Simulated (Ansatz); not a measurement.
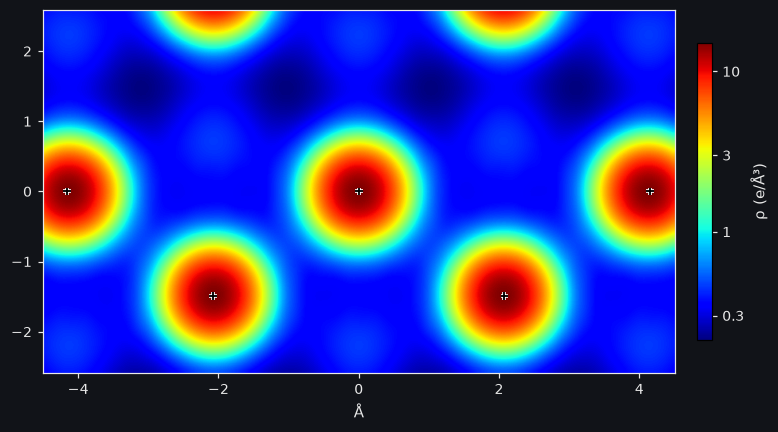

The valence charge density (pseudo) on a plane through atoms (crosses mark nuclei in the plane).

Computed with DFT PBEsol, scalar-relativistic, plane waves, PAW in Ansatz.

Candidates:
A. Ti, a = 2.90 Å, b = 2.90 Å, c = 4.59 Å, α = 90.00°, β = 90.00°, γ = 120.00°. Space group P6₃/mmc; computed without spin polarisation.
B. Rh, a = 2.58 Å, b = 2.58 Å, c = 4.16 Å, α = 90.00°, β = 90.00°, γ = 120.00°. Space group P6₃/mmc; a structure from a database of computed crystals, not necessarily the ambient phase; changed on purpose from its base cell (equal strain along all axes, cell held, atoms relaxed: -4.0 %); computed pressure about 49 GPa in this cell; computed without spin polarisation.

**Which candidate gave the map?**

Candidate B: Rh on the (110) plane of the conventional cell, which holds Rh. Rh–Rh (2.56 Å): ρ is about 0.48 e/Å³ halfway.
